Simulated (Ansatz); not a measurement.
Bi$_{2}$Se$_{3}$

```yaml
crystal:
  lattice:
    - [11.71233, 0.00000, 0.00000]
    - [0.00000, 4.10483, 0.00000]
    - [0.00000, 0.00000, 11.41359]
  atoms:
    - { symbol: Bi, position: [0.50790, 0.25000, 0.17211] }
    - { symbol: Bi, position: [0.99210, 0.75000, 0.67211] }
    - { symbol: Bi, position: [0.00790, 0.25000, 0.32789] }
    - { symbol: Bi, position: [0.49210, 0.75000, 0.82789] }
    - { symbol: Bi, position: [0.66018, 0.75000, 0.46315] }
    - { symbol: Bi, position: [0.83982, 0.25000, 0.96315] }
    - { symbol: Bi, position: [0.16018, 0.75000, 0.03685] }
    - { symbol: Bi, position: [0.33982, 0.25000, 0.53685] }
    - { symbol: Se, position: [0.62681, 0.75000, 0.05399] }
    - { symbol: Se, position: [0.87319, 0.25000, 0.55399] }
    - { symbol: Se, position: [0.12681, 0.75000, 0.44601] }
    - { symbol: Se, position: [0.37319, 0.25000, 0.94601] }
    - { symbol: Se, position: [0.71938, 0.25000, 0.30114] }
    - { symbol: Se, position: [0.78062, 0.75000, 0.80114] }
    - { symbol: Se, position: [0.21938, 0.25000, 0.19886] }
    - { symbol: Se, position: [0.28062, 0.75000, 0.69886] }
    - { symbol: Se, position: [0.44547, 0.75000, 0.36651] }
    - { symbol: Se, position: [0.05453, 0.25000, 0.86651] }
    - { symbol: Se, position: [0.94547, 0.75000, 0.13349] }
    - { symbol: Se, position: [0.55453, 0.25000, 0.63349] }
```

Space group Pnma.

Theory: DFT PBEsol, scalar-relativistic, plane waves, PAW in Ansatz.

Predict the valence pseudo-density and electron localisation function between the atoms.

Bi–Se (2.82 Å): ρ is about 0.35 e/Å³ halfway; the ELF is about 0.45 at the midpoint and 0.35 at its lowest between the atoms.

Does the calculation make it a metal, or give it a gap?

It is gapped, with a Kohn–Sham gap of 0.91 eV on the k-point mesh, an upper bound to the gap of this method.

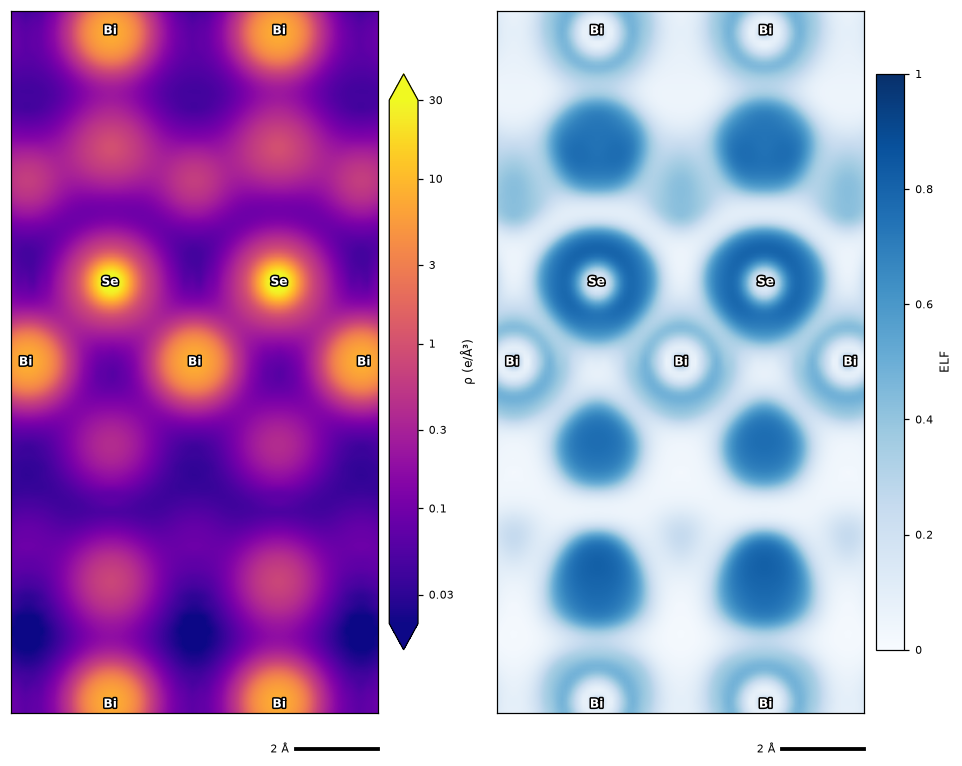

Computed valence pseudo-density and electron localisation function on the (101̄) plane of the conventional cell, in this order. Atoms just off the plane (Se, 0.8 Å away) can leave unmarked features too.
